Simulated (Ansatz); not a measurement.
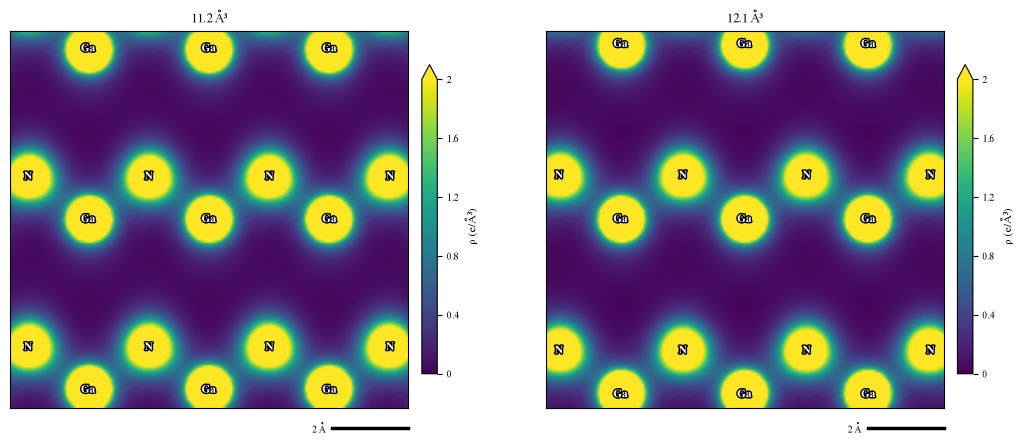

GaN. The valence pseudo-density of cells scaled evenly to different volumes (given per atom above each panel), on the (11̄0) plane of each (indices in the axes of the cell below), at one length scale and on one colour scale.

A structure from a database of computed crystals, not necessarily the ambient phase.

Computed with Kohn-Sham DFT of a periodic cell, PBEsol0, Ansatz PAW (Ansatz 0.2.0).

Core electrons are frozen (PAW), and the valence fields are smoothed inside the atomic spheres.

The largest cell:

```
Ga N
1.0
     0.00000    2.29770    2.29770
     2.29770    0.00000    2.29770
     2.29770    2.29770    0.00000
Ga N
1 1
Direct
  0.00000 0.00000 0.00000
  0.25000 0.25000 0.25000
```

| volume (Å³/atom) | Ga–N contact in the plane (Å) | ρ at its midpoint (e/Å³) | pressure (GPa) | gap on the mesh (eV) | 
| --- | --- | --- | --- | --- |
| 11.21 | 1.938 | 0.761 | −1.8 | 3.78 | 
| 11.67 | 1.965 | ? | ? | ? | 
| 12.13 | 1.990 | 0.695 | −15.3 | 3.18 | 

Estimate the missing row, and compare with the calculation.

Over the known rows ln ρ falls by 1.74 per Å of Ga–N distance (the line through the two), which gives 0.726 e/Å³ at 1.965 Å; the calculation gives 0.728 e/Å³. For the pressure, a straight line in volume between the neighbouring rows gives −8.5 GPa; the calculation gives −9.3, lower because pressure rises ever faster on compression. For the gap on the mesh, a straight line in volume between the neighbouring rows gives 3.48 eV; the calculation gives 3.48.
